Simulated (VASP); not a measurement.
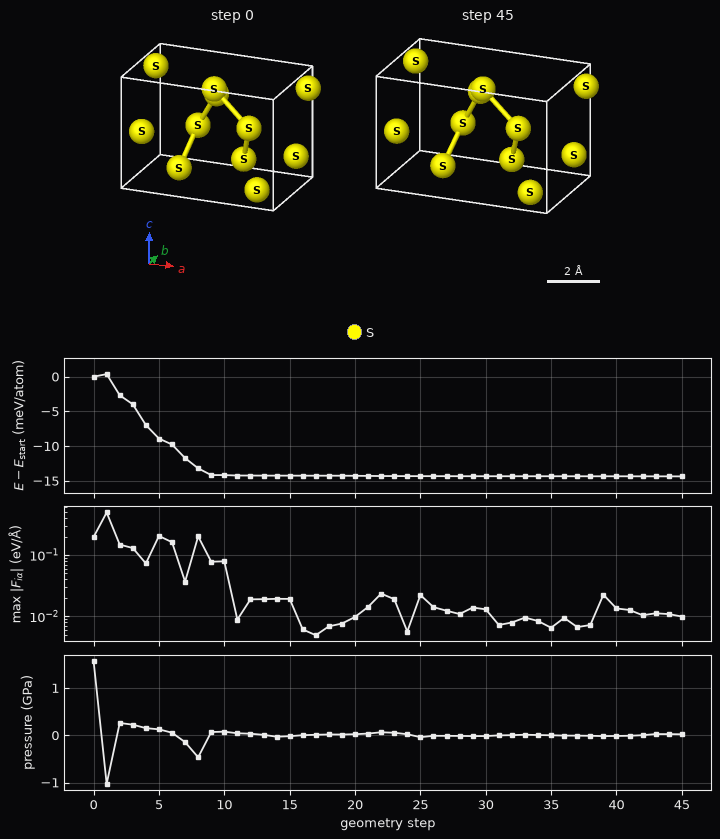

First and last geometry of a relaxation of solid S (set up in P3_221), with the history of the run. Style: ball-and-stick. Shown: the cell of the calculation, slightly off an axis.

The run lets cell and atoms move.

All numbers below come from Kohn-Sham DFT of a periodic cell, PBE, VASP PAW PBE potentials, recommended in VASP 6.6.1.

Input
```
PREC     = Accurate       # precision mode
ENCUT    = 600            # plane-wave cutoff, eV
EDIFF    = 1E-7           # SCF threshold, eV
ISMEAR   = 0              # smearing method
SIGMA    = 0.02           # smearing width, eV
LREAL    = F              # projectors in reciprocal space
LASPH    = T              # aspherical terms in the spheres
NELM     = 80             # most SCF steps
ALGO     = Normal         # electronic algorithm
ISIF     = 3              # what is computed and relaxed
LWAVE    = F              # write WAVECAR
LCHARG   = F              # write CHGCAR
GGA      = PE             # functional
IBRION   = 2              # ionic algorithm
NSW      = 90             # ionic steps
EDIFFG   = -0.005         # ionic threshold
```

Command:
```bash
cat potpaw_PBE.64/S/POTCAR > POTCAR
mpirun -np 1 vasp_std > vasp.out
```

Question: Did the run converge, and what did it change?

Answer: The run was cut off at its time limit before the relaxation converged, so the last structure is only a point on the way. After 45 geometry steps the energy has fallen by 14.4 meV per atom. Largest force component: 0.2 eV/Å at the start, 0.0099 eV/Å at the end. The pressure goes from 1.57 to 0.02 GPa. The largest moves relative to the cell, 0.10 Å, are those of S atoms. The drawn cell changes as follows: a = b 7.848 → 8.788 Å (+12.0 %), c 4.372 → 4.402 Å (+0.7 %); the volume changes by +26.2 %. Near-neighbour distances that change, for instance: S–S 2.056 → 2.068 Å. The space group stays P3_221 (No. 154). At step 1 the optimiser overshot: the energy rose above the start, and later steps came back. The volume changes by over a tenth within one run on a fixed set of plane waves, so the end point should be relaxed again from the new cell. It ran on 1 thread of Intel(R) Xeon(R) Platinum 8488C (Sapphire Rapids), with other jobs on the host.

Limits of the set-up: layers or molecules are held without a dispersion correction, so their spacing is unreliable.
